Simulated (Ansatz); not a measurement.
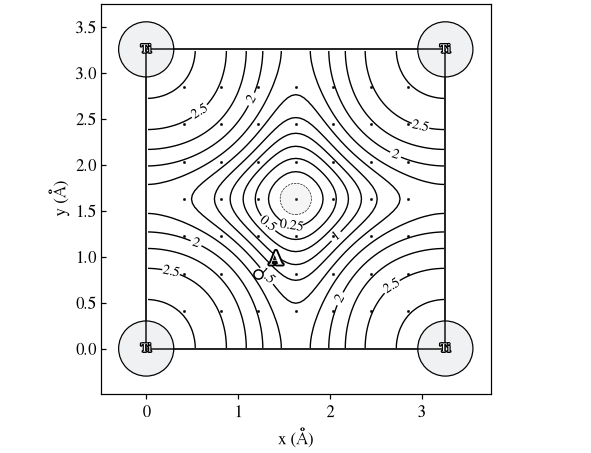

Si on a Ti(100) slab cut from the Im-3m phase, its upper half relaxed before the scan (16 atoms of substrate and one adsorbate in a 2 × 2 cell). 
- Si is moved over the surface cell; relaxed at each place: the height of the adsorbate's atoms; substrate rigid; the origin of the map has the adsorbate above Ti13.
- Places are given modulo a cell vector. The map is drawn in real space over the plane of the surface.
- Grid: 8 × 8 points; 15 points were computed and 49 follow by symmetry.
- Places are given in fractions of the 1 × 1 surface cell.
- Energies are in eV, from the lowest grid point.
- All numbers below come from DFT PBE, scalar-relativistic, plane waves, PAW in Ansatz. Settings: cutoff 420 eV, k-mesh 4×4×1, gaussian smearing 0.1 eV, no spin polarisation.

Drawn: contour lines labelled in eV, dots at the grid points, labelled circles for the atoms of the top layer and small ones for the second layer, the outline of one cell of the plane, the point A. Between grid points the surface is interpolated.

Which way does the force act at A, and how strong is it?

Answer. A, at (3/8, 2/8) of the cell vectors, is not a stationary point. The computed force is 2.1 eV/Å in the plane, pointing up and right in the picture (components 1.7 and 1.3 eV/Å).

PAW datasets: the set soft_1.
